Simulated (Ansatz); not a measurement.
**V2O5 (Pmmn): G0W0 under other settings**

A base run on V2O5 (Pmmn), then changed inputs.

Program: Ansatz 0.2.0. Level of theory: G0W0 on LDA, plane waves, PAW. Results are calculated unless marked as measured.

**1. Starting point**

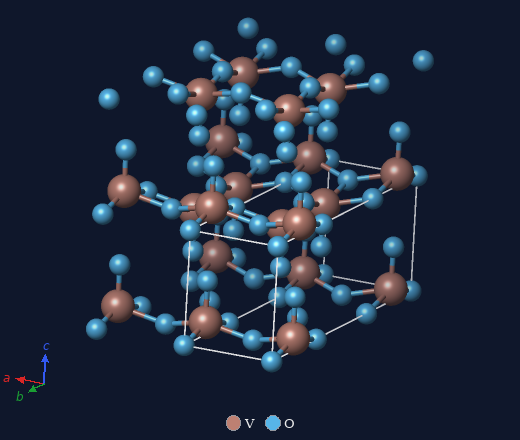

The cell as given, from a free direction (vanadium pink, oxygen blue). 2×1×2 cells are drawn. Bonds to atoms that aren't drawn are left out. Some periodic images of atoms are drawn too.

The cell and positions come from the Crystallography Open Database and are kept as given unless a step says otherwise. The default PAW set here is soft_2. Its files were made with PBE.

**2. The base run: 4×2×4 mesh, 161 empty bands, screening to 54 eV**

G0W0 replaces the xc potential by the self-energy, built once from these orbitals. Only a window of levels is corrected, while the sums run over the empty bands that the input names.

The input, input.yaml:

```yaml
crystal:
  lattice:
    - [3.564, 0.0, 0.0]
    - [0.0, 11.512, 0.0]
    - [0.0, 0.0, 4.368]
  atoms:
    - { symbol: V, position: [0.0, 0.85118, 0.1083] }
    - { symbol: V, position: [0.0, 0.14882, 0.1083] }
    - { symbol: V, position: [0.5, 0.35118, 0.8917] }
    - { symbol: V, position: [0.5, 0.64882, 0.8917] }
    - { symbol: O, position: [0.0, 0.8543, 0.469] }
    - { symbol: O, position: [0.0, 0.1457, 0.469] }
    - { symbol: O, position: [0.5, 0.3543, 0.531] }
    - { symbol: O, position: [0.5, 0.6457, 0.531] }
    - { symbol: O, position: [0.0, 0.6811, 0.997] }
    - { symbol: O, position: [0.0, 0.3189, 0.997] }
    - { symbol: O, position: [0.5, 0.1811, 0.003] }
    - { symbol: O, position: [0.5, 0.8189, 0.003] }
    - { symbol: O, position: [0.0, 0.0, 0.999] }
    - { symbol: O, position: [0.5, 0.5, 0.001] }
kpoints:
  mp_grid: { grid: [4, 2, 4] }
hamiltonian:
  xc: lda
scf:
  occupations: { method: fixed }
gw:
  n_empty_bands: 161
  ecut_chi: 54
  qp_bands: [v4, c4]
  qp_kpoints: band_edges
  screening: { model: contour_deformation }
```

Command:

```bash
$ ansatz run input.yaml --threads 3 --pin off --max-ram 92160MiB --backend cuda --events-out ev --progress --plain --runs-dir out --devices 1 --max-vram 13GiB  # rebuilt from the run's record
```

Numbers of over 12 decimals in the logs are rounded to 6 here.

What it wrote:

```text
GPUs: using 1 of 1 available (devices: 1).
Engine: ansatz 0.2.0, x86_64-unknown-linux-gnu
Pseudopotentials: kind: paw
Pseudopotential: V, paw, valence charge 13, recommended cutoff 420 eV (normal), V.paw.azcp
Pseudopotential: O, paw, valence charge 6, recommended cutoff 420 eV (normal), O.paw.azcp
Functional definition: SPW92
  exchange = slater_x
  correlation = pw_c
device memory: the entry about to start is reckoned to put 3.3 GiB on a device that reports 30.1 GiB free (of which the cap on the GPU budget leaves the run 13.0 GiB)
GPU FFT provider: cuFFT
GPU libraries: cuBLAS 13.8.2, cuFFT 12.4.0, cuSOLVER 12.3.4
Crystal: 14 atoms, lattice volume = 179.214 Å³
Basis set: ecut = 420 eV, 3495 PW (Γ)
Bands: 70, of which v1, the nominal top of the filled ones, is band 56 counted from 1 (55 counted from 0)
Symmetry: 8 space group operations
Space group: Pmmn (ITA 59), of the structure as read, at distance tolerance 5.6e-5 Å
k-points: 18 of 32
Non-local potential: V, projectors of the file, l = 0: 3, l = 1: 2, l = 2: 3, l = 3: 1
Non-local potential: O, projectors of the file, l = 0: 2, l = 1: 2, l = 2: 1
PAW form: soft (Blöchl's): semilocal exchange-correlation on the pseudo side does not see the compensation charge
PAW frozen core: V, regenerated for the run's functional, and the local potential with it (the file was generated under x = pbe(κ = 0.804, μ = 0.219515), c = pbe(β = 0.066725))
PAW frozen core: O, regenerated for the run's functional, and the local potential with it (the file was generated under x = pbe(κ = 0.804, μ = 0.219515), c = pbe(β = 0.066725))
PAW one-centre angular grid: V, 590 points (default); XC on 64 Gauss nodes
PAW one-centre angular grid: O, 110 points (default); XC on 64 Gauss nodes
Initial density: superposition of atomic densities (neutral atoms: chi_scale 0, normalization atom), corrected by the library's trained network
Initial wavefunctions: pseudopotential atomic-orbital guess
GPU buffer pool allocated for 57600 grid points (all kernels)
GPU transforms: local potential and band sums: pruned to the plane-wave sphere, on 24×80×30
Functional: x = slater, c = lda
SCF iter   1: F=—  HF=-17000.978552 eV  |F-HF|=—  |Δ(HF+E_count)|=         —  Δρ=1.84e-2  dr2=5.38e-1  ethr=1.77e-3  ⟨swp⟩=3.7  Hψ=3999  notcnv=0  defer=178
preconditioner: auto → Resta (q_TF=auto, 2.523 Å⁻¹)  ε∞=7.9  [insulator: Δε(μ)=1.598 eV  Ē_g=9.452 eV  n_scr=48 (ndim 8)  ℏωp=24.8 eV  f_vac=0.166  ε∞_Penn≈7.9]
SCF iter   2: F=—  HF=-17000.917581 eV  |F-HF|=—  |Δ(HF+E_count)|=   6.10e-2  Δρ=1.54e-2  dr2=4.22e-1  ethr=4.81e-4  ⟨swp⟩=2.2  Hψ=2104  notcnv=0  defer=216
SCF iter   3: F=—  HF=-17000.868257 eV  |F-HF|=—  |Δ(HF+E_count)|=   4.93e-2  Δρ=5.34e-3  dr2=4.41e-2  ethr=3.77e-4  ⟨swp⟩=2.0  Hψ=1692  notcnv=0  defer=216
[...]
k-point 2: bands = [... 52 lower, 3.1454, 3.4449, 3.5998, 3.7289, 5.7183, 5.8868, 7.1551, 7.2188, ... 10 higher]
  k-point 17: bands = [... 52 lower, 3.7964, 3.7964, 3.8457, 3.8457, 6.2197, 6.2197, 6.8969, 6.8969, ... 10 higher]
--- G₀W₀: contour deformation, 6 samples at zero and on the imaginary axis and 1 off it, 32 q-points, 161 empty bands' worth ---
  eigenvalues of the whole cell's RPA ε∞ on this k-mesh (on a slab, of 1 + 4πα/V) = 3.7916, 6.0390, 6.6010; static W/v taken at q = 0 is 0.187001
  bands read: the sum over 217 bands ends inside a degenerate multiplet in 12 slots, whose members it reads at an even weight; the widest, k=3: bands 217 to 218 (counted from 1) at 1/2 each
  gw.qp_kpoints: band_edges: 18 of 18 stored k-points solved, in 1 pass; an edge of the gap read off the rows below is read off those points alone
  `?` marks the rows in doubt; gw_qp.tsv's column doubts and the gw_qp event give each row's grounds
    ik  band        ε_KS         Σx   Σc(E_QP)       V_xc       Z   E_QP_lin       E_QP  E_QP is
     0    53      2.9115   -25.2595     5.1816   -20.1158  0.6865     2.9494     2.9495  root
     0    54      3.0810   -25.0866     4.8628   -20.2452  0.6860     3.1024     3.1025  root
     0    55      3.1659   -25.7219     5.2107   -20.5582  0.6883     3.2129     3.2130  root
     0    56      3.2278   -25.5438     4.6026   -21.0556  0.7018     3.3418     3.3422  root
     0    57      5.5876   -15.7530    -6.4468   -24.2846  0.7102     7.8215     7.6724  root ?
     0    58      5.7438   -16.0528    -6.0216   -24.0273  0.7115     7.8987     7.6966  root ?
     0    59      7.0696   -16.5731    -6.4437   -24.9082  0.6752     9.1695     8.9610  root ?
     0    60      7.1661   -16.8584    -6.1545   -24.9138  0.6773     9.2766     9.0670  root ?
     1    53      3.0060   -25.6156     5.1276   -20.5274  0.6891     3.0453     3.0454  root
     1    54      3.2366   -25.6136     4.9587   -20.7027  0.6895     3.2843     3.2844  root
     1    55      3.3600   -25.6810     4.7247   -21.0597  0.7006     3.4632     3.4635  root
     1    56      3.4558   -25.6765     4.7916   -20.9307  0.6939     3.5016     3.5017  root
     1    57      5.6503   -15.8427    -6.4409   -24.3542  0.7088     7.8732     7.7209  root ?
     1    58      5.8184   -16.1913    -5.9854   -24.1186  0.7096     7.9561     7.7603  root ?
     1    59      7.1071   -16.6010    -6.5049   -24.9957  0.6730     9.2071     8.9969  root ?
     1    60      7.1997   -16.8616    -6.2471   -25.0036  0.6744     9.3050     9.0945  root ?
[...]
17    53      3.7964   -25.6978     4.7402   -21.0652  0.7021     3.9037     3.9040  root
    17    54      3.7964   -25.6978     4.7402   -21.0652  0.7021     3.9037     3.9040  root
    17    55      3.8457   -26.0571     4.8401   -21.2812  0.7014     3.9098     3.9100  root
    17    56      3.8457   -26.0571     4.8401   -21.2812  0.7014     3.9098     3.9100  root
    17    57      6.2197   -16.6365    -6.2644   -24.8612  0.6987     8.3979     8.1800  root ?
    17    58      6.2197   -16.6365    -6.2644   -24.8612  0.6987     8.3979     8.1800  root ?
    17    59      6.8969   -16.5280    -6.5114   -25.0003  0.6880     9.1025     8.8578  root ?
    17    60      6.8969   -16.5280    -6.5114   -25.0003  0.6880     9.1025     8.8578  root ?
[key lines of the parts left out:]
SCF converged after 11 iterations
Free energy (F): -17000.857985 eV
Fermi energy:    3.856133 eV
```

Run time: 27 s. Hardware: 1 × NVIDIA H100 80GB HBM3 (shared by 6 runs) with 3 threads of AMD EPYC 7R13 (Zen 3), shared host; peak memory 1.4 GiB; 50 s of CPU time.

In the SCF lines HF is the Harris–Foulkes energy and dr2 the Hartree energy of the density residual, in eV; the loop may stop once dr2 is under the threshold and the program's other checks hold. Hψ counts applications of the Hamiltonian.

Numbers from this step:

```
bands summed                                 : 217
RPA ε∞ on this mesh (eigenvalues)            : 3.792, 6.039, 6.601
plane waves in the screening matrix          : 165
q-points in the mesh                         : 32
G0W0 gap on the mesh                         : 3.747 eV
k of the valence top                         : -0.5, 0, -0.5
k of the conduction bottom                   : 0, 0, 0
starting gap on the mesh                     : 1.731 eV
Z at the valence top                         : 0.7012
Z at the conduction bottom                   : 0.7102
least direct G0W0 gap on the computed points : 4.008 eV
```

The gap on the mesh goes from 1.73 eV to 3.75 eV, a correction of +2.02 eV. The program marks an edge row as in doubt. Between the two edge states, bare exchange in place of the xc potential would open the gap by 13.30 eV, and correlation takes back 11.28 eV.

**3. Variant: no symmetry**

input.yaml: that of step 2 with these lines changed.

```diff
@@ -20,2 +20,3 @@
     - { symbol: O, position: [0.5, 0.5, 0.001] }
+  symmetry: { detect: false }
 kpoints:
@@ -27,4 +28,4 @@
 gw:
-  n_empty_bands: 161
-  ecut_chi: 54
+  n_empty_bands: 189
+  ecut_chi: 60
   qp_bands: [v4, c4]
```

What it wrote:

```text
GPUs: using 1 of 1 available (devices: 1).
[...]
GPU FFT provider: cuFFT
GPU libraries: cuBLAS 13.8.2, cuFFT 12.4.0, cuSOLVER 12.3.4
Crystal: 14 atoms, lattice volume = 179.214 Å³
Basis set: ecut = 420 eV, 3495 PW (Γ)
Bands: 70, of which v1, the nominal top of the filled ones, is band 56 counted from 1 (55 counted from 0)
Symmetry: 1 space group operations
k-points: 20 of 32 (time reversal used)
[...]
GPU buffer pool allocated for 57600 grid points (all kernels)
[...]
SCF iter   1: F=—  HF=-17000.978502 eV  |F-HF|=—  |Δ(HF+E_count)|=         —  Δρ=1.84e-2  dr2=5.38e-1  ethr=1.77e-3  ⟨swp⟩=3.6  Hψ=4447  notcnv=0  defer=196
[...]
SCF iter  13: F=-17000.857985 eV  HF=-17000.857985 eV  |F-HF|=2.54e-8  |Δ(HF+E_count)|=   1.56e-8  Δρ=3.96e-6  dr2=3.33e-8  ethr=8.93e-11  ⟨swp⟩=8.2  Hψ=4217  notcnv=0
SCF 1 converged in 13 iterations: F = -17000.857985 eV  dr2 = 3.33e-8
[...]
NSCF: frozen V_eff on 20 k-points
[...]
G₀W₀ screening: q 1/20
[... further progress lines ...]
SCF converged after 13 iterations
Free energy (F): -17000.857985 eV
[...]
Internal energy: -17000.857985 eV  (E = F + TS)
E sigma→0 (E₀):  -17000.857985 eV
Fermi energy:    3.856142 eV
[...]
--- Band table (eV; the first three rows and the last of 20) ---
  k-point 0: bands = [... 52 lower, 2.9116, 3.0810, 3.1660, 3.2278, 5.5876, 5.7437, 7.0696, 7.1660, ... 10 higher]
  k-point 1: bands = [... 52 lower, 3.0060, 3.2366, 3.3600, 3.4558, 5.6503, 5.8183, 7.1070, 7.1996, ... 10 higher]
[...]
0    56      3.2278   -25.5437     4.5826   -21.0556  0.7005     3.3219     3.3222  root
     0    57      5.5876   -15.7532    -6.5845   -24.2846  0.7090     7.7339     7.5345  root ?
     0    58      5.7437   -16.0529    -6.0685   -24.0273  0.7102     7.8185     7.6496  root ?
     0    59      7.0696   -16.5732    -6.4989   -24.9082  0.6736     9.0937     8.9057  root ?
     0    60      7.1660   -16.8585    -6.2039   -24.9138  0.6757     9.2038     9.0175  root ?
     1    53      3.0060   -25.6155     5.1155   -20.5274  0.6879     3.0334     3.0334  root
     1    54      3.2366   -25.6135     4.9409   -20.7027  0.6883     3.2666     3.2667  root
     1    55      3.3600   -25.6809     4.7080   -21.0597  0.6993     3.4466     3.4468  root
     1    56      3.4558   -25.6765     4.7716   -20.9307  0.6927     3.4816     3.4817  root
     1    57      5.6503   -15.8428    -6.5732   -24.3542  0.7075     7.7860     7.5885  root ?
     1    58      5.8183   -16.1914    -6.0369   -24.1186  0.7084     7.8767     7.7086  root ?
     1    59      7.1070   -16.6011    -6.5596   -24.9957  0.6715     9.1307     8.9420  root ?
     1    60      7.1996   -16.8617    -6.2976   -25.0036  0.6728     9.2315     9.0438  root ?
[...]
19    53      3.7964   -25.6977     4.7214   -21.0651  0.7007     3.8851     3.8853  root
    19    54      3.7964   -25.6977     4.7214   -21.0651  0.7007     3.8851     3.8853  root
    19    55      3.8457   -26.0570     4.8237   -21.2812  0.7001     3.8934     3.8935  root
    19    56      3.8457   -26.0570     4.8237   -21.2812  0.7001     3.8934     3.8935  root
    19    57      6.2196   -16.6367    -6.3129   -24.8612  0.6973     8.3145     8.1313  root ?
    19    58      6.2196   -16.6367    -6.3129   -24.8612  0.6973     8.3145     8.1313  root ?
    19    59      6.8969   -16.5281    -6.5589   -25.0003  0.6866     9.0220     8.8101  root ?
    19    60      6.8969   -16.5281    -6.5589   -25.0003  0.6866     9.0220     8.8101  root ?
```

The job ended after 41 s (1 × NVIDIA H100 80GB HBM3 (shared by 6 runs) with 3 threads; peak memory 1.5 GiB; 71 s of CPU time).

The G0W0 gap on the mesh is 3.625 eV.

Against the base:

| setting | base | variant |
| --- | --- | --- |
| empty bands | 161 | 189 |
| screening cutoff (eV) | 54 | 60 |
| symmetry detection | - | false |

| quantity | variant | base |
| --- | --- | --- |
| starting gap on the mesh | 1.731 | 1.731 |
| G0W0 gap on the mesh | 3.625 | 3.747 |
| least direct G0W0 gap on the computed points | 3.887 | 4.008 |
| Z at the valence top | 0.700 | 0.701 |
| Z at the conduction bottom | 0.709 | 0.710 |

**4. Outcome**

```yaml
base: 3.75 eV, 27 s
no_symmetry: 3.63 eV, 41 s
```

In words: No symmetry: the gap moves by −0.12 eV. The variant differs from the base in empty bands, screening cutoff and symmetry detection together, so the change can't be laid to one of them. Symmetry itself changes the cost, not the physics. All runs here use a coarse mesh and modest cutoffs; they test settings and are not final values. The 4×2×4 mesh is coarse for this cell (its supercell is 14 Å along the shortest edge). The RPA ε∞ on it, from the LDA start, is 3.79, 6.04 and 6.60; such meshes misread the long-range screening, most where the gap is narrow. The runs have no spin polarisation. For a closed low-spin shell that is the natural state; where a d or f shell is open it is a constraint, and the gap is then not the crystal's own. With d states at the gap, one-shot GW leans hard on its start. The program marks a band-edge row as in doubt, so the gap is less sure than its digits.

[Paths, hosts, dates, memory and timing lines, banners, echoed tables and standing remarks are left out of the program output.]

[Logs are printed without paths, hosts, clocks, repeated set-up lines and the standing remarks that a program may print on its own settings, such as how far it seeks lower states.]

[Runs of the session that timed out or met a known fault of the program may be left out.]

[Cells called generated may have been cut or substituted from an entry of the Crystallography Open Database or the Materials Project.]

[Hosts, paths, dates, database ids (printed as entryN), source tags and the programs' standing remarks are cut or masked in the printed files.]
